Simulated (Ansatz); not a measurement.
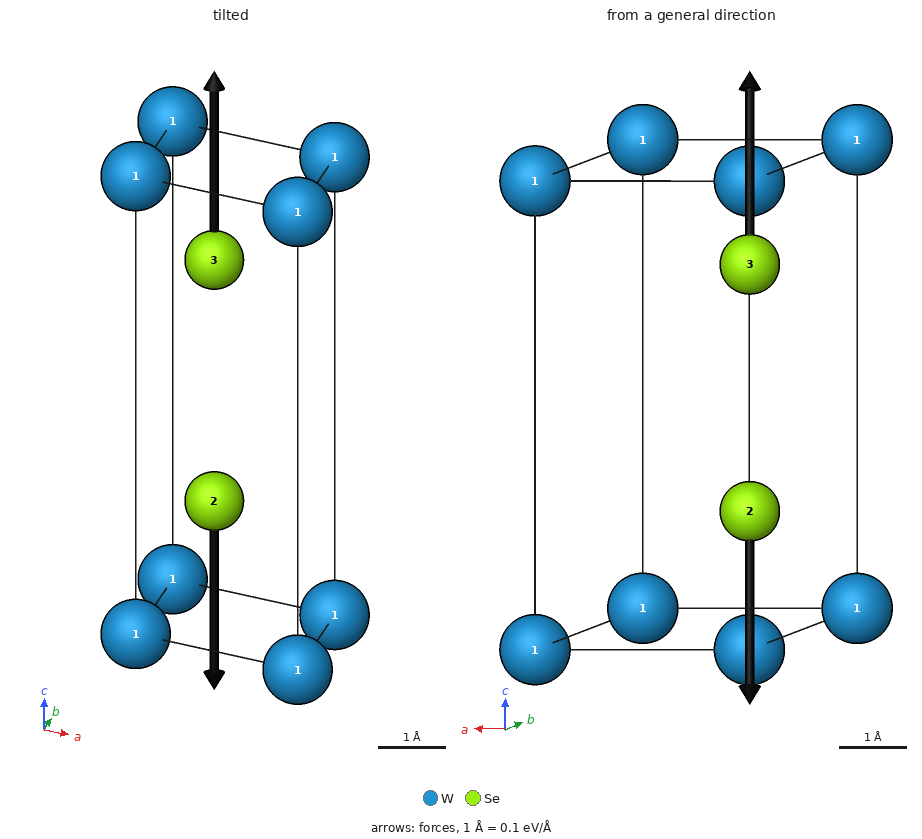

The crystal in a spheres-only representation, seen slightly off an axis and from a general direction. The simulation cell is drawn as a box. The arrows are the computed forces on the atoms.

System: WSe₂. Electronic-structure method: DFT, HSE06, plane waves, PAW in Ansatz. Parameters: a basis cut at 420 eV, Brillouin-zone sampling on a 6×6×4 mesh, no spin polarisation.

> Are the forces small enough to call this converged?

No. The atoms still feel forces of up to about 0.25 eV/Å, far above a usual threshold of 0.01 to 0.03 eV/Å.

> Which atom is pushed hardest?

Se2 and Se3, about 0.25 eV/Å.

Origin of the cell: a structure listed in the Materials Project. The cell was then strained or its atoms displaced on purpose. A calculation with Ansatz used it as input.
